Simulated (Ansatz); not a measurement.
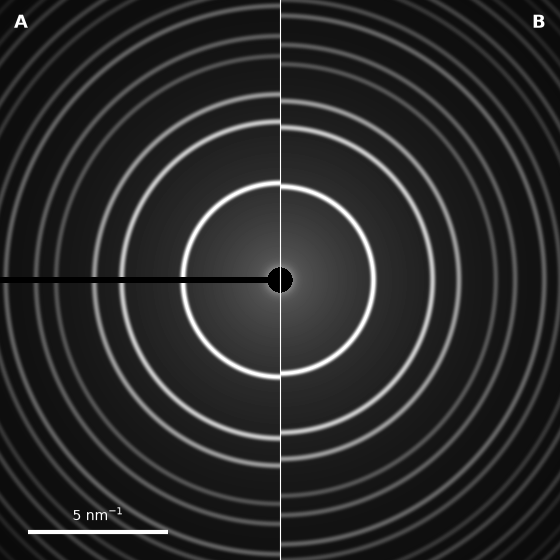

Simulated electron diffraction rings at 300 kV (λ = 0.0197 Å), scale in nm⁻¹ (radius = 1/d), for a fine-grained powder without texture. Kinematic intensities with B = 1.0 Å² for all atoms, without multiple scattering; brightness goes as intensity to the power 0.4, clipped at the top. Reflections closer than the ring width show as one ring. The left and right halves show two different samples, each scaled to its strongest ring.

Both are Ni in Fd-3m, with cells of different size. Both are input geometries of electronic-structure calculations (not necessarily at equilibrium); the starting structure was generated, so it need not be a known form of this composition.

**Which half has the larger cell, and by how much?**

Half B: the volume of B is 11.6 % larger than that of A, and a larger cell draws the rings inwards on average.
A: a = 5.003 Å, b = 5.003 Å, c = 5.003 Å, α = 90.00°, β = 90.00°, γ = 90.00°; 111 at 3.46 nm⁻¹ (d = 2.89 Å), 220 at 5.65 nm⁻¹ (d = 1.769 Å), 311 at 6.63 nm⁻¹ (d = 1.508 Å), 400 at 8.00 nm⁻¹ (d = 1.251 Å).
B: a = 5.190 Å, b = 5.190 Å, c = 5.190 Å, α = 90.00°, β = 90.00°, γ = 90.00°; 111 at 3.34 nm⁻¹ (d = 3.00 Å), 220 at 5.45 nm⁻¹ (d = 1.835 Å), 311 at 6.39 nm⁻¹ (d = 1.565 Å), 400 at 7.71 nm⁻¹ (d = 1.297 Å).
